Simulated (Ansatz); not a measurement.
## InP: molecular dynamics (part 5 of 5)

InP (16 atoms in the cell); DFT PBE, scalar-relativistic, plane waves, PAW, no spin polarisation (Ansatz 0.2.0); cutoff 420 eV, 2×2×2 k-mesh, Fermi–Dirac smearing of 0.1293 eV. The structure derives from an entry of the Crystallography Open Database. It belongs to a series of runs on one base structure; here: dynamics (NVT, Langevin thermostat) at 1500 K, volume × 1.1.

Geometry of the input (Å; fractional positions):
```
-6.1525  -6.1525  0.0000
0.0000  -6.1525  6.1525
-6.1525  0.0000  6.1525
In 0.5000  0.0000  -0.0000
In 0.0000  0.0000  0.0000
In 0.5000  0.5000  -0.0000
In -0.0000  0.5000  0.0000
In 0.5000  0.0000  0.5000
In -0.0000  0.0000  0.5000
In 0.5000  0.5000  0.5000
In -0.0000  0.5000  0.5000
P  0.3750  0.3750  0.3750
P  0.8750  0.3750  0.3750
P  0.3750  0.8750  0.3750
P  0.8750  0.8750  0.3750
P  0.3750  0.3750  0.8750
P  0.8750  0.3750  0.8750
P  0.3750  0.8750  0.8750
P  0.8750  0.8750  0.8750
```

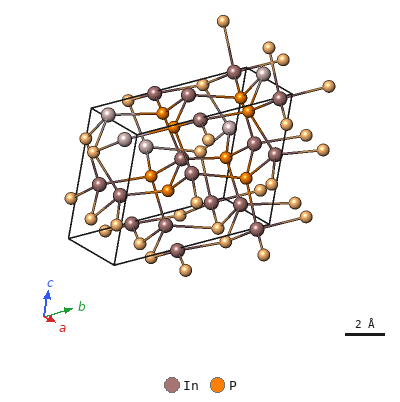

Figure 1. The geometry at step 144 of the log (ball-and-stick view of the cell of the calculation, seen slightly off an axis; neighbours outside the cell are drawn fainter).

Trajectory as extended XYZ, continued
```
16
Lattice="-6.1525 -6.1525 0.0000 0.0000 -6.1525 6.1525 -6.1525 0.0000 6.1525" Properties=species:S:1:pos:R:3:forces:R:3 step=117 time_fs=351.0 energy=-50828.62540 temperature=1243.7 pressure_GPa=-3.25
In   -3.1479   -2.7376   -0.1531    0.4043   1.0492  -0.0539
In    0.3934    0.5831   -0.5486   -1.1648  -1.1983   1.2578
In   -3.2341   -5.6394    3.3562    0.2304  -0.2218  -0.9918
In   -0.1673   -3.0130    2.5363    1.1090   1.3817   0.3696
In   -6.1167   -2.9166    3.0280   -0.0556   0.1330  -0.1122
In   -2.8102    0.4296    3.1800    1.1336  -0.8039  -1.4474
In   -6.1028   -6.0879    6.3785    0.1014   0.0062  -0.7094
In   -3.1015   -2.4844    6.1396    1.2665  -0.6220   0.0751
P    -4.5753   -4.1574    4.9432   -1.2494  -0.7823  -0.7083
P    -7.6907   -7.7084    4.2615    0.5434   1.0077   1.1473
P    -4.4514   -7.3637    8.0076   -0.2772  -0.4593  -1.2272
P    -7.4888  -10.4702    7.3686   -0.1249   0.1963   0.5188
P    -7.8722   -4.4154    7.4356   -0.6300  -0.8942  -0.0720
P   -10.6425   -7.2586    7.6402   -1.1244   0.6808   0.1339
P    -7.6220   -7.2163   10.4255    0.3678  -0.5079   1.1469
P   -10.5514  -10.2715   10.2411   -0.5301   1.0347   0.6728
16
Lattice="-6.1525 -6.1525 0.0000 0.0000 -6.1525 6.1525 -6.1525 0.0000 6.1525" Properties=species:S:1:pos:R:3:forces:R:3 step=124 time_fs=372.0 energy=-50829.09639 temperature=2105.7 pressure_GPa=-3.21
In   -3.1732   -2.7287   -0.0988    0.4961   1.5240   0.5577
In    0.3151    0.4957   -0.6664   -0.8446  -0.6340   1.5005
In   -3.1494   -5.6539    3.3710   -0.7014   0.3383  -1.1309
In   -0.1455   -2.8580    2.5107    0.4744   1.0778   0.4875
In   -6.0139   -2.8967    3.0411   -0.7594   0.1710  -0.3530
In   -2.7830    0.5215    3.1339    0.5323  -0.3380  -0.3744
In   -6.0881   -5.9982    6.4025   -0.1309  -0.2339  -0.4834
In   -3.1189   -2.5327    6.1026    0.7687  -0.1147   0.3282
P    -4.7271   -4.2376    4.8541    0.1578  -0.0445   0.0935
P    -7.5385   -7.3693    4.4211    0.1700  -0.3966   0.8092
P    -4.3391   -7.3601    8.0454   -0.8100  -0.1280  -1.2037
P    -7.5223  -10.5286    7.5367    0.1791   0.8496  -0.5745
P    -8.0430   -4.4105    7.4472    1.0330  -0.4958   0.8448
P   -10.7071   -7.0555    7.5994   -0.5049  -0.5330  -0.4740
P    -7.7826   -7.2770   10.5309    1.3445  -0.8359   0.8919
P   -10.4821  -10.1423   10.4431   -1.4049  -0.2062  -0.9195
16
Lattice="-6.1525 -6.1525 0.0000 0.0000 -6.1525 6.1525 -6.1525 0.0000 6.1525" Properties=species:S:1:pos:R:3:forces:R:3 step=131 time_fs=393.0 energy=-50828.88077 temperature=1664.7 pressure_GPa=-3.31
In   -3.1914   -2.6976   -0.0423    0.1801   0.4387   0.9986
In    0.1776    0.4589   -0.6813   -0.2681   0.2328   1.2298
In   -3.1417   -5.6856    3.3246   -0.1557  -0.5329  -0.1983
In   -0.0146   -2.6333    2.4681   -0.4056  -0.0428   0.9440
In   -5.8595   -2.8087    2.9888   -1.6497  -0.5441   0.3083
In   -2.7047    0.5518    3.1294   -0.0421  -0.0723   0.7196
In   -6.0936   -5.9724    6.4272    0.3321   0.4690   0.4497
In   -3.0897   -2.5294    6.1371    0.3358  -0.0594   0.1893
P    -4.7668   -4.3356    4.7499    0.6056   0.6323   0.7060
P    -7.3552   -7.1520    4.6471   -1.1408  -1.3281  -0.7204
P    -4.3517   -7.2856    8.1173   -0.1746   0.2824  -1.5309
P    -7.5833  -10.4251    7.6188    0.7034   1.0131  -1.1515
P    -8.0188   -4.4410    7.6034    1.1717   0.6085   0.1301
P   -10.8576   -6.9570    7.6188    0.4897  -0.3567  -0.9854
P    -7.8258   -7.4100   10.7779    1.0223   0.3625  -0.7191
P   -10.5553  -10.0061   10.4062   -1.0041  -1.1030  -0.3699
16
Lattice="-6.1525 -6.1525 0.0000 0.0000 -6.1525 6.1525 -6.1525 0.0000 6.1525" Properties=species:S:1:pos:R:3:forces:R:3 step=138 time_fs=414.0 energy=-50829.16599 temperature=1283.3 pressure_GPa=-3.45
In   -3.1912   -2.6222    0.0174   -0.0297  -0.7089   0.5556
In    0.0527    0.4186   -0.6360    0.3006   1.0645   1.1070
In   -3.1602   -5.7774    3.2552    0.4773   0.0029   0.3459
In    0.1105   -2.5000    2.4301   -1.2044  -1.3643   1.7603
In   -5.8393   -2.7626    3.0142   -1.3101  -0.8419   0.4596
In   -2.6456    0.6407    3.1630   -0.1395   0.0916  -0.0901
In   -6.0443   -5.9672    6.4654   -0.0476   0.7184   0.0758
In   -3.0951   -2.4292    6.0979    0.4936  -0.4061   0.2315
P    -4.6775   -4.3344    4.8474    0.4774   0.6926  -0.1953
P    -7.4166   -7.1000    4.7168   -0.8033  -1.0708  -0.8832
P    -4.4049   -7.2559    7.9814    0.5996   0.2975  -0.4299
P    -7.4977  -10.3253    7.4881    0.0985   0.4720  -0.1984
P    -7.7204   -4.3662    7.7608   -0.1883   0.6229  -0.2311
P   -10.8559   -6.9506    7.6439    1.1546   0.7260  -1.6132
P    -7.7223   -7.5025   10.8822    0.4266   0.4127  -1.4976
P   -10.6302  -10.0422   10.3586   -0.3054  -0.7092   0.6029
16
Lattice="-6.1525 -6.1525 0.0000 0.0000 -6.1525 6.1525 -6.1525 0.0000 6.1525" Properties=species:S:1:pos:R:3:forces:R:3 step=144 time_fs=432.0 energy=-50828.89194 temperature=1539.3 pressure_GPa=-3.12
In   -3.1478   -2.6142    0.1179    0.2129  -0.8593  -0.2184
In   -0.0305    0.4225   -0.5567    0.6591   1.1191   0.4700
In   -3.1533   -5.8380    3.2493    0.5223   0.3811   0.6559
In    0.2290   -2.4576    2.4334   -1.2687  -1.1658   1.7637
In   -5.9237   -2.7258    3.0763    0.0850  -0.4624  -0.0741
In   -2.5483    0.6702    3.1325   -0.9181   0.6005  -0.3918
In   -6.0099   -5.9050    6.5191   -1.1161   0.4051  -0.8714
In   -3.1311   -2.3602    6.0968    0.3741  -0.9904   0.2033
P    -4.6730   -4.3159    4.9364    0.6083   0.5613  -0.7752
P    -7.6734   -7.1182    4.7151    1.1238  -0.3743  -0.1155
P    -4.3744   -7.1821    7.8624    0.4655  -0.4268   0.8341
P    -7.3254  -10.2973    7.4679   -0.7580   0.3991  -0.0240
P    -7.6040   -4.3389    7.9169   -0.5565   0.5449  -0.6105
P   -10.7716   -6.9100    7.5591    0.6222   0.6338  -1.1211
P    -7.6159   -7.6056   10.7955   -0.4144   0.7276  -0.5953
P   -10.6679   -9.9474   10.3574    0.3587  -1.0936   0.8705
16
Lattice="-6.1525 -6.1525 0.0000 0.0000 -6.1525 6.1525 -6.1525 0.0000 6.1525" Properties=species:S:1:pos:R:3:forces:R:3 step=151 time_fs=453.0 energy=-50828.17810 temperature=1249.7 pressure_GPa=-2.84
In   -3.0285   -2.5470    0.2213   -0.1113  -0.9029  -0.3270
In   -0.0660    0.4087   -0.4457    0.8446   0.9612  -0.1144
In   -3.1015   -5.9240    3.3318    0.0206   0.8207  -0.0395
In    0.2294   -2.4495    2.4802   -0.5719  -0.4377   1.5831
In   -5.9526   -2.6666    3.1043    1.2729  -0.8134  -0.7314
In   -2.4282    0.6728    3.1493   -1.4135   0.9872  -0.4328
In   -5.9577   -5.8282    6.4629   -0.9248   0.0077  -0.1484
In   -3.1709   -2.3528    6.1601    1.5330  -1.8867  -0.8005
P    -4.6337   -4.1634    4.9605    0.3687  -0.4012  -0.9030
P    -7.7698   -7.2522    4.6060    1.9289  -0.1223   0.4608
P    -4.2973   -7.1281    8.0148   -0.1396  -0.0726  -0.2706
P    -7.2393  -10.2580    7.5030   -1.1051   0.2214   0.0360
P    -7.6091   -4.2688    8.0461   -0.4068  -0.0525  -1.2364
P   -10.6415   -6.9823    7.3944   -0.8590   1.4132   1.1373
P    -7.5530   -7.6038   10.6349   -1.3467   1.1423   1.1408
P   -10.7816   -9.9288   10.5052    0.9101  -0.8645   0.6458
16
Lattice="-6.1525 -6.1525 0.0000 0.0000 -6.1525 6.1525 -6.1525 0.0000 6.1525" Properties=species:S:1:pos:R:3:forces:R:3 step=158 time_fs=474.0 energy=-50828.66053 temperature=1768.4 pressure_GPa=-3.03
In   -2.9221   -2.4137    0.2741   -0.6120  -1.2330   0.4714
In   -0.0619    0.4445   -0.3551    0.1950   0.8908  -0.3091
In   -3.1127   -5.8948    3.3379   -0.1405   0.9555  -0.2288
In    0.2325   -2.4856    2.5531   -0.1894  -0.3518   1.7991
In   -5.8843   -2.6515    3.0574    0.0927  -0.1207  -0.1413
In   -2.4144    0.6868    3.1622   -1.4590   1.1869  -0.2651
In   -5.9235   -5.7960    6.3910   -1.2008   0.0007  -0.1808
In   -3.2052   -2.3882    6.1495    1.7775  -0.4584  -0.4855
P    -4.6602   -4.0707    4.9476    0.3157  -0.7470  -1.1487
P    -7.5902   -7.2483    4.4705    1.1671  -0.6308   1.1860
P    -4.3386   -7.0185    8.0115    0.1972  -0.1951  -0.0897
P    -7.3593  -10.1408    7.4940   -0.8200   0.0302   0.1208
P    -7.6247   -4.2741    8.0027   -0.0767   0.0426  -0.9776
P   -10.7196   -6.9000    7.3802   -0.0004   0.1040   1.2817
P    -7.6972   -7.5644   10.7088    0.4221   0.9557   0.0289
P   -10.6904   -9.9745   10.9405    0.3315  -0.4298  -1.0613
16
Lattice="-6.1525 -6.1525 0.0000 0.0000 -6.1525 6.1525 -6.1525 0.0000 6.1525" Properties=species:S:1:pos:R:3:forces:R:3 step=165 time_fs=495.0 energy=-50828.65305 temperature=1179.3 pressure_GPa=-3.20
In   -2.9032   -2.3345    0.2708   -0.2305  -1.0936   0.8982
In   -0.0400    0.4545   -0.3426   -0.1668   1.0689   0.2141
In   -3.2031   -5.8185    3.3649    0.6380   0.5839  -0.5927
In    0.2483   -2.5139    2.6823   -0.1915  -0.7159   1.2588
In   -5.8114   -2.6582    3.0426   -0.7232  -0.1144  -0.0871
In   -2.4454    0.7304    3.1211   -1.1081   0.0969   0.5592
In   -5.9011   -5.7650    6.2420   -1.7206  -0.1945   0.4039
In   -3.1937   -2.3946    6.0701    1.2518   0.6401   0.4546
P    -4.5981   -4.1630    4.8959    0.4329   0.5053  -1.3338
P    -7.2892   -7.2225    4.4821   -0.6993   0.0307   0.4289
P    -4.4927   -7.0248    7.8849    1.1811   0.0732   0.6909
P    -7.5372   -9.9989    7.5529    0.0788  -0.4206  -0.3075
P    -7.6193   -4.2721    7.8589    0.1050   0.3152  -0.2666
P   -10.8209   -6.8240    7.5554    0.6352  -0.9075   0.0495
P    -7.7291   -7.4804   10.7198    0.7869   0.8662  -0.3027
P   -10.5698  -10.0239   11.2153   -0.2699  -0.7338  -2.0678
16
Lattice="-6.1525 -6.1525 0.0000 0.0000 -6.1525 6.1525 -6.1525 0.0000 6.1525" Properties=species:S:1:pos:R:3:forces:R:3 step=172 time_fs=516.0 energy=-50828.14475 temperature=1078.8 pressure_GPa=-2.78
In   -2.8859   -2.3078    0.3144    0.2573  -0.6314   0.0299
In   -0.0334    0.4729   -0.3943    0.5388   1.3980   1.0650
In   -3.2629   -5.7589    3.3971    1.3886  -0.2764  -2.0429
In    0.2756   -2.5549    2.8226   -0.0118  -1.3317   0.3762
In   -5.8133   -2.6370    3.1101   -0.7286   0.1763  -0.5163
In   -2.4581    0.8152    3.0556   -1.2154  -0.8395   1.1975
In   -5.9394   -5.7588    6.1425   -1.3236  -0.2025   0.4786
In   -3.1749   -2.3696    5.9626    1.0870   0.7924   0.9466
P    -4.4437   -4.2622    4.8303   -0.9062   1.7533  -0.2756
P    -7.2310   -7.3278    4.4816   -1.4654   0.8525   0.2881
P    -4.4893   -6.9708    7.8122    0.9073  -0.1408   1.0953
P    -7.6620   -9.9157    7.5985    1.0335  -0.0869  -0.6952
P    -7.6354   -4.3199    7.6333    0.2575   0.7371   0.7312
P   -10.8140   -6.8803    7.6761    0.1672  -0.6189  -0.9228
P    -7.7170   -7.2406   10.6696    0.5721  -0.7175   0.2902
P   -10.4837  -10.0281   11.2093   -0.5586  -0.8641  -2.0457
```

Summary

- outcome: finished
- mean temperature over the second half: 1385 K
- trajectory: 172 steps, 516 fs
- ensemble: nvt_langevin
- temperature in the input: 1500.0 K
- time step: 3.0 fs
- space group of the start (tolerance 0.01 Å): F-43m (216)
- electrons treated: 144
- potential energy (free energy of the electrons) (last step): −50828.1447 eV
- Fermi energy (last step): 5.855 eV
- pressure (without the kinetic term) (last step): −3.29 GPa
- largest force (length of the vector) (last step): 2.486 eV/Å
- hardware: 4 threads of Intel Xeon @ 2.70GHz, 189 GiB of memory available, shared host
- wall time: 13 min (CPU time 46 min)
- peak memory: 1.2 GiB

Remarks

Warnings of the run: the SCF threshold is looser than advised for the printed stress.
